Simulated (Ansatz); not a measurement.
**Phonon calculation of ZrS**

The run: phonon calculation of ZrS (Fm-3m, 2 atoms in the cell). Method and program: DFT LDA, scalar-relativistic, plane waves, PAW, no spin polarisation (Ansatz 0.2.0).

The structure derives from an entry of the Crystallography Open Database. It belongs to a series of runs on one base structure; here: phonons at volume × 0.98.

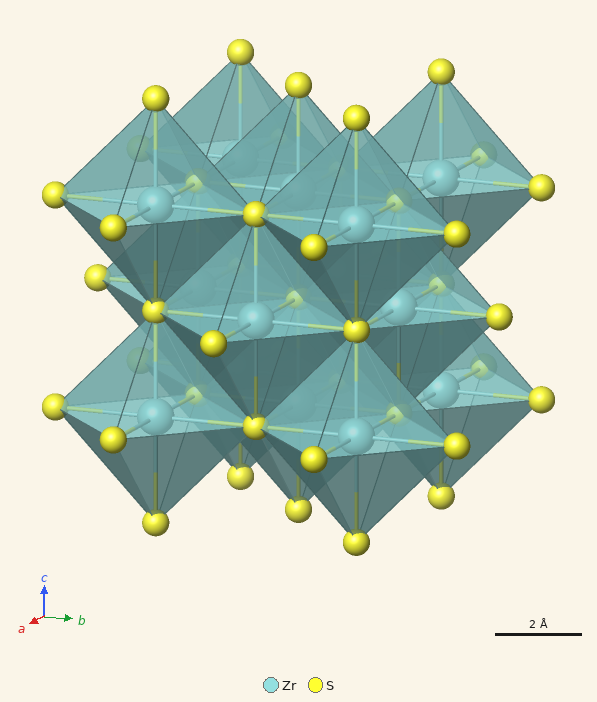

Figure 1. The input geometry (polyhedral view of the cell 4 times as large as that of the calculation, set on its symmetry axes, seen slightly off an axis; polyhedra are completed across the faces of the cell). An atom can appear more than once, as a periodic image.

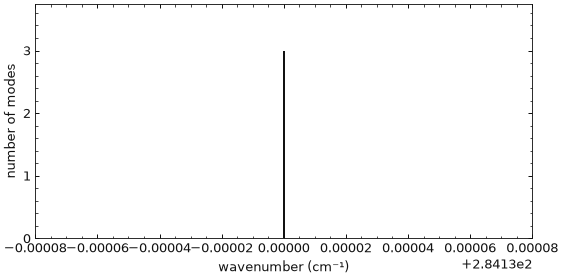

Figure 2. Optical phonons at the zone centre (no LO–TO term); neighbouring modes closer than 3 cm⁻¹ are counted in one stick. 3 modes from 284 to 284 cm⁻¹, none imaginary.

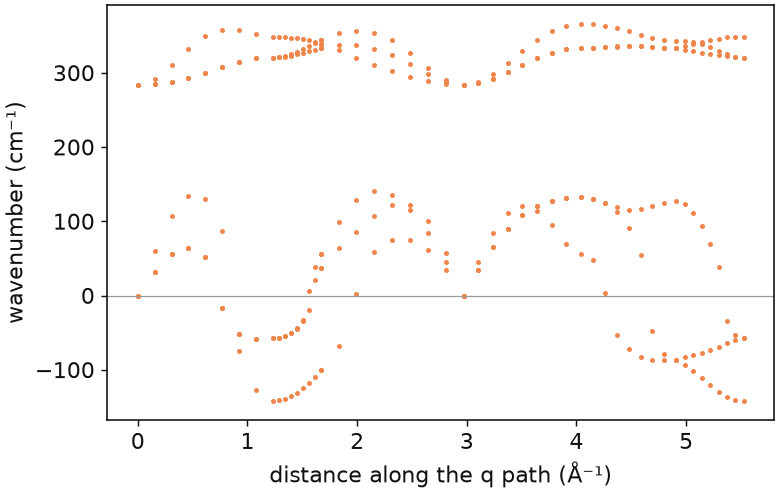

Figure 3. Phonon frequencies along the path of the input (imaginary ones negative). The highest is 366 cm⁻¹; the lowest is 142i cm⁻¹, so the structure is dynamically unstable.

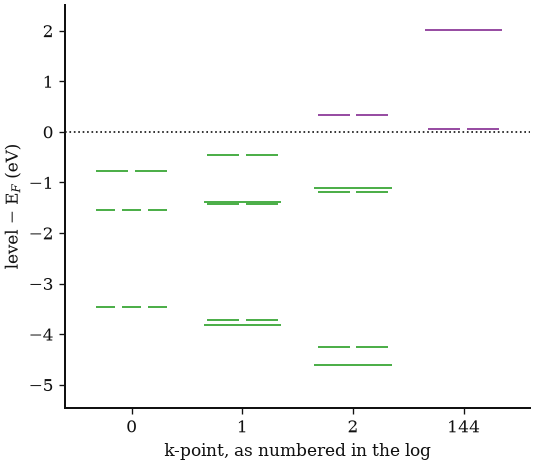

Figure 4. Kohn–Sham levels near the Fermi level (dotted) at the few k-points that the log prints; levels within 0.02 eV of each other stand side by side. The system is metallic on the full mesh.

The input and output of the run follow.

**Input**
```yaml
crystal:
  lattice:
    - [0.0, 2.5508291108, 2.5508291108]
    - [2.5508291108, 0.0, 2.5508291108]
    - [2.5508291108, 2.5508291108, 0.0]
  atoms:
    - { symbol: Zr, position: [0.0, 0.0, 0.0] }
    - { symbol: S, position: [0.5, 0.5, 0.5] }
basis:
  ecutwfc: 420
kpoints:
  mp_grid: { grid: [16, 16, 16] }
hamiltonian:
  xc: lda
scf:
  occupations: { method: fermi_dirac, width: 0.15 }
output:
  eigenvalues: true
phonons:
  method: dfpt
  eigenvectors: true
  qmesh: [4, 4, 4]
  temperatures: { t_max: 1000, t_step: 100 }
  qpath:
    path:
      - [[0.0, 0.0, 0.0], [0.5, 0.0, 0.5], [0.625, 0.25, 0.625]]
      - [[0.375, 0.375, 0.75], [0.0, 0.0, 0.0], [0.5, 0.5, 0.5], [0.5, 0.25, 0.75], [0.5, 0.0, 0.5]]
    npoints: 8
```

Run as:
```bash
ansatz run input.yaml --threads 2 --pin off --max-ram 6144MiB --backend cpu --events-out ev --progress --plain --runs-dir out
```

**What the program printed**
```
band count auto-derived: 14 (N_el = 18.0; filled up to band 9; 13 by the electrons, moments and atoms)
Engine: ansatz 0.2.0, x86_64-unknown-linux-gnu
Pseudopotentials: kind: paw
Pseudopotential: Zr, paw, valence charge 12, recommended cutoff 420 eV (normal), Zr.paw.azcp
Pseudopotential: S, paw, valence charge 6, recommended cutoff 420 eV (normal), S.paw.azcp
Functional definition: SPW92
  exchange = slater_x
  correlation = pw_c
Crystal: 2 atoms, lattice volume = 33.195 Å³
Basis set: ecut = 420 eV, 645 PW (Γ), exchange–correlation on 50×50×50 points (8 copies of the dense FFT grid, shifted against one another)
Bands: 14, of which v1, the nominal top of the filled ones, is band 9 counted from 1 (8 counted from 0)
Symmetry: 48 space group operations
k-points: 145 of 4096
Non-local potential: Zr, projectors of the file, l = 0: 3, l = 1: 2, l = 2: 2, l = 3: 2
Non-local potential: S, projectors of the file, l = 0: 2, l = 1: 2, l = 2: 2
PAW form: soft (Blöchl's): semilocal exchange-correlation on the pseudo side does not see the compensation charge
PAW frozen core: Zr, regenerated for the run's functional, and the local potential with it (the file was generated under x = pbe(κ = 0.804, μ = 0.2195149727645171), c = pbe(β = 0.06672455060314922))
PAW frozen core: S, regenerated for the run's functional, and the local potential with it (the file was generated under x = pbe(κ = 0.804, μ = 0.2195149727645171), c = pbe(β = 0.06672455060314922))
PAW one-centre angular grid: Zr, 590 points (default); XC on 64 Gauss nodes
PAW one-centre angular grid: S, 110 points (default); XC on 64 Gauss nodes
Initial density: superposition of atomic densities (neutral atoms: chi_scale 0, normalization atom), corrected by the library's trained network
Initial wavefunctions: pseudopotential atomic-orbital guess
Functional: x = slater, c = lda
SCF iter   1: F=—  HF=-4950.232719 eV  |F-HF|=—  |Δ(HF+E_count)|=         —  Δρ=5.28e-3  dr2=3.30e-3  ethr=1.77e-3  ⟨swp⟩=5.1  Hψ=11232  notcnv=0
preconditioner: auto → Kerker (q_TF=auto, 2.464 Å⁻¹)  [metal: Δε(μ)=0.016 eV  Ē_g=9.758 eV  σ=0.150 eV  W_gap=0.03  n_scr=14 (ndim 8)  ℏωp=20.4 eV  f_vac=0.000  D(μ)=1.18/eV (n_scr^D=14)]
SCF iter   2: F=—  HF=-4950.230581 eV  |F-HF|=—  |Δ(HF+E_count)|=   2.14e-3  Δρ=3.12e-3  dr2=1.28e-3  ethr=1.83e-5  ⟨swp⟩=1.6  Hψ=3338  notcnv=0
SCF iter   3: F=—  HF=-4950.230264 eV  |F-HF|=—  |Δ(HF+E_count)|=   3.17e-4  Δρ=2.30e-4  dr2=9.40e-6  ethr=7.11e-6  ⟨swp⟩=1.0  Hψ=2030  notcnv=0
SCF iter   4: F=—  HF=-4950.230261 eV  |F-HF|=—  |Δ(HF+E_count)|=   2.89e-6  Δρ=1.04e-4  dr2=1.66e-6  ethr=5.22e-8  ⟨swp⟩=2.5  Hψ=3013  notcnv=0
SCF iter   5: F=—  HF=-4950.230262 eV  |F-HF|=—  |Δ(HF+E_count)|=   6.28e-7  Δρ=1.86e-5  dr2=1.45e-7  ethr=9.21e-9  ⟨swp⟩=2.9  Hψ=3604  notcnv=0
SCF iter   6: F=—  HF=-4950.230262 eV  |F-HF|=—  |Δ(HF+E_count)|=   4.01e-8  Δρ=6.02e-6  dr2=1.36e-8  ethr=8.07e-10  ⟨swp⟩=2.5  Hψ=2986  notcnv=0
SCF iter   7: F=—  HF=-4950.230262 eV  |F-HF|=—  |Δ(HF+E_count)|=   3.16e-9  Δρ=1.40e-6  dr2=7.87e-10  ethr=7.54e-11  ⟨swp⟩=2.6  Hψ=3429  notcnv=0
SCF iter   8: F=-4950.230262 eV  HF=-4950.230262 eV  |F-HF|=3.64e-12  |Δ(HF+E_count)|=  1.44e-10  Δρ=2.01e-7  dr2=8.25e-12  ethr=1.00e-12  ⟨swp⟩=4.4  Hψ=9392  notcnv=0
SCF 1 converged in 8 iterations: F = -4950.230262 eV  dr2 = 8.25e-12
  greatest PAW one-centre occupation: 0.997 electrons in one spin orbital (limit 2), on the Zr atom at site 0 (counted from 0), in its partial waves of l = 0
Initial density: read from a saved state, or passed on in memory by an earlier SCF of this step, an earlier step, the calling program or the single point that the run made first
iter 1 solved again at ethr=1.38e-7 eV; its pass at ethr=3.10e-3 eV (dr2=2.49e-5 eV) is discarded
SCF iter   1: F=—  HF=-4950.230261 eV  |F-HF|=—  |Δ(HF+E_count)|=         —  Δρ=7.53e-7  dr2=1.07e-10  ethr=1.38e-7  ⟨swp⟩=2.9  Hψ=16644  notcnv=0
eigensolver tolerance schedule: the retry pair's looser diagonalisation over-reported the residual by 231922.09 of it (diagonalisation noise at an unbounded share of the residual, at the tolerance the schedule requests for it); recorded, not acted on — ethr = c·dr2/N_el stays at c = 1.0e-1
preconditioner: auto → Kerker (q_TF=auto, 2.464 Å⁻¹)  [metal: Δε(μ)=0.017 eV  Ē_g=9.766 eV  σ=0.150 eV  W_gap=0.03  n_scr=14 (ndim 8)  ℏωp=20.4 eV  f_vac=0.000  D(μ)=1.18/eV (n_scr^D=14)]
SCF iter   2: F=—  HF=-4950.230262 eV  |F-HF|=—  |Δ(HF+E_count)|=   3.90e-7  Δρ=2.70e-7  dr2=1.58e-11  ethr=1.00e-12  ⟨swp⟩=3.1  Hψ=4691  notcnv=0
SCF iter   3: F=-4950.230262 eV  HF=-4950.230262 eV  |F-HF|=9.09e-13  |Δ(HF+E_count)|=  7.28e-12  Δρ=1.69e-7  dr2=5.72e-12  ethr=1.00e-12  ⟨swp⟩=2.8  Hψ=5282  notcnv=0
SCF 2 converged in 3 iterations: F = -4950.230262 eV  dr2 = 5.72e-12
phonons: the bands overlap, so this run is a metal and interpolates without the dipole-dipole term. If the crystal is really an insulator or semiconductor, its LO-TO splitting is missing
NSCF: frozen V_eff on 145 k-points
NSCF: frozen V_eff on 349 k-points
DFPT response loops at q = (0, 0, 0) (fractional): preconditioner auto → Kerker (q_TF=auto, 2.464 Å⁻¹) (partly filled bands, converged f_vac=0.000); β = 1.00, the filter's whole step (`scf.mixing.beta` (0.50) is not read by the response loops under this deck's `scf.mixing.preconditioner`; to damp them name `kerker` or `kerker_dos`, under which they read `scf.mixing.beta`, and type it under 1.00, their step now; both keys bind the ground state too); Broyden in place of MSR1
NSCF: frozen V_eff on 4352 k-points
DFPT response loops at q = (0, 0, 0.25) (fractional): mixed as the last ones told, above
NSCF: frozen V_eff on 2196 k-points
DFPT response loops at q = (0, 0, -0.5) (fractional): mixed as the last ones told, above
NSCF: frozen V_eff on 2320 k-points
DFPT response loops at q = (0, 0.25, 0.25) (fractional): mixed as the last ones told, above
NSCF: frozen V_eff on 8192 k-points
DFPT response loops at q = (0, 0.25, -0.5) (fractional): mixed as the last ones told, above
NSCF: frozen V_eff on 4352 k-points
DFPT response loops at q = (0, 0.25, -0.25) (fractional): mixed as the last ones told, above
NSCF: frozen V_eff on 1242 k-points
DFPT response loops at q = (0, -0.5, -0.5) (fractional): mixed as the last ones told, above
NSCF: frozen V_eff on 2320 k-points
DFPT response loops at q = (0.25, -0.5, -0.25) (fractional): mixed as the last ones told, above
SCF converged after 8 iterations
Free energy (F): -4950.230262 eV
Harris-Foulkes:  -4950.230262 eV  (|F-HF|=3.64e-12)
Internal energy: -4950.141675 eV  (E = F + TS)
E sigma→0 (E₀):  -4950.185969 eV
Entropy (-TS):   -0.088586 eV (-44.293 meV/atom)
Fermi energy:    15.751786 eV
--- Per-component energies (eV) ---
  E_band       = -51.133662
  E_kinetic    = 450.092326
  E_local      = -655.659623  (includes V_loc(G=0)·N_el)
  E_nonlocal   = 112.983902
  E_hartree    = 207.278831
  E_xc         = -260.909483
  E_vxc        = -283.843045  (∫ρ·V_xc dr)
  E_paw        = -3418.305438  (= ΣΔE_a)
  E_vpaw       = -89.264877  (= ΣTr[D̂ρ^β])
  E_aug_tail   = 0.000025  (compensation charges beyond the density's cutoff)
  E_ewald      = -1386.145816
  E_core_change = 0.523598  (= ΣΔE_core)
  E_smearing   = -0.088586  (= −TS)
  E_closure    = -0.000000  (closes the sum)
  Σ components = -4950.230262   (vs F -4950.230262, Δ=0.00e0)
--- Band table (eV; the first three rows and the last of 145) ---
  k-point 0: bands = ["-33.8857", "-11.9020", "-11.9020", "-11.9020", "-0.3857", "12.2816", "12.2816", "12.2816", "14.2110", "14.2110", "14.2110", "14.9703", "14.9703", "18.3193"]
  k-point 1: bands = ["-33.8841", "-11.9223", "-11.9036", "-11.9036", "-0.3250", "11.9249", "12.0232", "12.0232", "14.3178", "14.3178", "14.3722", "15.2919", "15.2919", "18.5578"]
  k-point 2: bands = ["-33.8797", "-11.9793", "-11.9082", "-11.9082", "-0.1492", "11.1457", "11.4901", "11.4901", "14.5705", "14.5705", "14.6499", "16.0773", "16.0773", "19.1879"]
  k-point 144: bands = ["-33.8319", "-12.1718", "-12.1718", "-12.0807", "0.9299", "9.3946", "9.7183", "9.7183", "15.8117", "15.8117", "17.7589", "18.4693", "18.5318", "24.3242"]
--- Phonons (Γ-DFPT): 2 representative perturbations + reference (Σ response iterations 6) ---
  ASR residual: 1.346e-3 → 0.000e0 eV/Å²; symmetrization residual: 6.795e-7 eV/Å²
  ASR residual per site (eV/Å²): 1.35e-3 1.79e-4
  Γ frequencies (cm⁻¹): 0.00 0.00 0.00 284.13 284.13 284.13
--- Phonons (arbitrary-q DFPT): 8 irreducible q on the 4×4×4 mesh ---
  q = [0.0000, 0.0000, 0.0000] (star 1, of the zone-centre solve; hermiticity 1.93e-7, symmetrization 3.45e-14): -0.00 -0.00 -0.00 284.13 284.13 284.13
  q = [0.0000, 0.0000, 0.2500] (star 8, 2 solved perturbations on 2176 of 4096 k-point pairs; hermiticity 2.07e-7, symmetrization 1.33e-13): 108.06 108.06 120.72 310.92 310.92 329.28
  q = [0.0000, 0.0000, -0.5000] (star 4, 2 solved perturbations on 1098 of 4096 k-point pairs; hermiticity 1.85e-14, symmetrization 8.53e-14): 56.53 132.65 132.65 333.00 333.00 366.26
  q = [0.0000, 0.2500, 0.2500] (star 6, 4 solved perturbations in 3616 linear systems a pass and spin channel, the states on 1160 of 4096 k-point pairs; hermiticity 8.48e-8, symmetrization 1.61e-14): 51.72 51.72 130.28 299.62 299.62 349.68
  q = [0.0000, 0.2500, -0.5000] (star 24, 4 solved perturbations in 12544 linear systems a pass and spin channel, the states on 4096 of 4096 k-point pairs; hermiticity 6.50e-8, symmetrization 1.32e-14): -84.50 61.05 95.29 329.50 338.02 353.50
  q = [0.0000, 0.2500, -0.2500] (star 12, 4 solved perturbations in 6672 linear systems a pass and spin channel, the states on 2176 of 4096 k-point pairs; hermiticity 1.46e-7, symmetrization 1.63e-14): 49.50 100.49 138.42 314.05 334.65 355.79
  q = [0.0000, -0.5000, -0.5000] (star 3, 4 solved perturbations in 1940 linear systems a pass and spin channel, the states on 621 of 4096 k-point pairs; hermiticity 2.55e-7, symmetrization 3.80e-14): -141.91 -57.62 -57.62 320.83 320.83 348.93
  q = [0.2500, -0.5000, -0.2500] (star 6, 4 solved perturbations in 3498 linear systems a pass and spin channel, the states on 1160 of 4096 k-point pairs; hermiticity 1.32e-7, symmetrization 7.57e-14): -87.24 -87.24 127.16 333.52 333.52 343.51
  sum rule: each row above includes the acoustic sum rule's correction from the zone centre's row sums; it moved no ω² by more than (2.00 cm⁻¹)²
  mesh force constants: q→R imaginary residual 6.30e-18; ASR residual 1.346e-3 → 0.000e0 eV/Å²; symmetrization residual 2.665e-15 eV/Å²
  interpolated dispersion: 50 rows × 6 modes
  density of states and harmonic sums: on the 24×24×24 q-mesh, interpolated from the force constants of a 4×4×4 supercell (no non-analytic term)
  largest difference from the sums on the solved wave vectors: F 1.49e-2 eV, S 2.45e-5 and C_V 9.53e-6 eV/K
  zero-point energy: 0.074192 eV/cell   skipped modes (ω ≤ 0): 350, of them read as no rigid motion or as one in doubt: 347 (8.605e-1 modes/cell left out, lowest -141.91 cm⁻¹)   left out of the sums: 1.43e-1 of the cell's modes: C_V's classical limit lies that fraction below 3 k_B per atom; for a crystal, a wire or a layer, F and S can be off by more, and a phonons.interpolated_qmesh denser along its periods is the remedy for the sampling
```

**File phthermo.tsv**
```
# format = ansatz-phthermo/1
# interpolated_qmesh = 24 24 24
# force_constants_supercell = 4 4 4
# non_analytic_term = not included (the non-analytic LO-TO correction is not applied to the interpolated dynamical matrix; polar crystals: no LO-TO splitting at GAMMA, and LO and other optical branches, acoustic branches and sound speeds, and with them the density of states and the thermodynamics, can be off between the wave vectors that the force constants were sampled on, most near GAMMA; a larger extent of the force constants narrows that region and is not shown to mend the acoustic slopes)
# zero_point_energy_ev = 7.4191932729e-2
# n_skipped_modes = 350
# share_of_modes_left_out = 1.4344618056e-1
# vibrations_at_or_below_zero_n_entries = 347
# vibrations_at_or_below_zero_modes_per_cell = 8.6046006944e-1
# vibrations_at_or_below_zero_lowest_omega_inv_cm = -141.913
# rigid_motions_known_by = geometry
# t_k	f_vib_ev	s_ev_per_k	c_v_ev_per_k
0.0000	7.4191932729e-2	0.0000000000e0	0.0000000000e0
100.0000	6.6859193290e-2	1.7457485211e-4	2.0796000082e-4
200.0000	3.9493243920e-2	3.6623713155e-4	3.4070158480e-4
300.0000	-4.9261916838e-3	5.1546319182e-4	3.9093246909e-4
400.0000	-6.2486901929e-2	6.3121935273e-4	4.1215147629e-4
500.0000	-1.3042386441e-1	7.2444742071e-4	4.2273646307e-4
600.0000	-2.0685991017e-1	8.0209604428e-4	4.2870445232e-4
700.0000	-2.9046915279e-1	8.6847820519e-4	4.3238004835e-4
800.0000	-3.8027393345e-1	9.2638280570e-4	4.3479738327e-4
900.0000	-4.7552662798e-1	9.7769677023e-4	4.3646933835e-4
1000.0000	-5.7563828614e-1	1.0237489662e-3	4.3767265317e-4
```

**Results in brief**

```json
{"quantity": "outcome", "value": "converged"}
{"quantity": "space group (tolerance 0.01 Å)", "value": "Fm-3m (225)"}
{"quantity": "electrons treated", "value": "18"}
{"quantity": "free energy", "value": "−4950.2303 eV"}
{"quantity": "Fermi energy", "value": "15.752 eV"}
{"quantity": "gap on the k-point mesh", "value": "none (metallic)"}
{"quantity": "hardware", "value": "2 threads of Intel Xeon @ 2.50GHz (Skylake/Cascade Lake), 189 GiB of memory available, shared host"}
{"quantity": "wall time", "value": "25 min (CPU time 49 min)"}
{"quantity": "peak memory", "value": "3.8 GiB"}
```

Results for this metal are sensitive to the k-point mesh.
